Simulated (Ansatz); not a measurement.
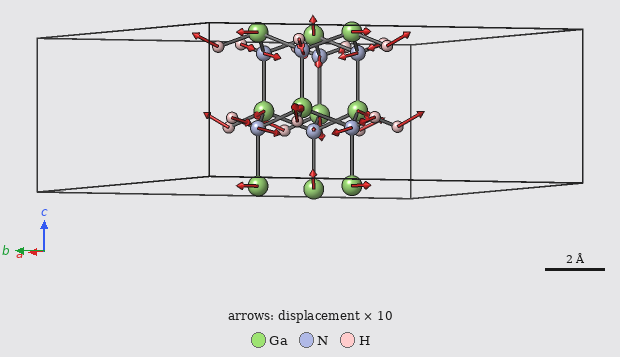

This is a relaxation of a wire of composition GaH₂N. The starting structure is drawn; red arrows show the displacements (the part carried along by the change of the cell is left out), magnified 10 times.

The picture is a ball-and-stick view of the cell of the calculation, with the vacuum cut short, seen from a free direction.

Case: wire along [0 0 1], 14 atoms a period, capped with H.

All numbers below come from DFT PBE, scalar-relativistic, plane waves, PAW (Ansatz). Set-up: plane-wave cutoff 420 eV; k-point mesh 1 × 1 × 6; occupations gaussian; smearing width 0.05 eV; no spin polarisation; cell relaxed at fixed a, b, alpha, beta, gamma; force threshold 0.02 eV/Å; at most 45 steps.

Question: What happened in the run?

Answer: The energy falls by 0.666 eV per cell of the calculation in 4 accepted moves (5 points after the start). The largest force component goes from 1.3 to 0.009 eV/Å. At 1 point the geometry stayed and the basis and grid were re-selected for the new cell (energy shift of 9.2 meV per cell of the calculation at most each time). The atom that moves furthest relative to the centre of the atoms is a Ga atom (0.11 Å). By element the largest moves are Ga 0.11 Å, H 0.11 Å, N 0.09 Å. Along the periodic axis the drawn cell goes c 5.243 → 5.302 Å (+1.1 %). Near-neighbour distances that change, for instance: Ga–N 1.975 → 2.048 Å, Ga–N 1.967 → 1.998 Å, Ga–N 1.975 → 1.944 Å, Ga–N 1.967 → 1.977 Å. Among the angles between lasting bonds that change: H–Ga–H 109.8° → 121.5°, N–Ga–N 109.8° → 101.9°, Ga–N–Ga 109.2° → 116.0°. Cost: 92 s on 4 threads of Intel(R) Xeon(R) 6975P-C (Granite Rapids), with other jobs on the host, peak memory 2.5 GiB.
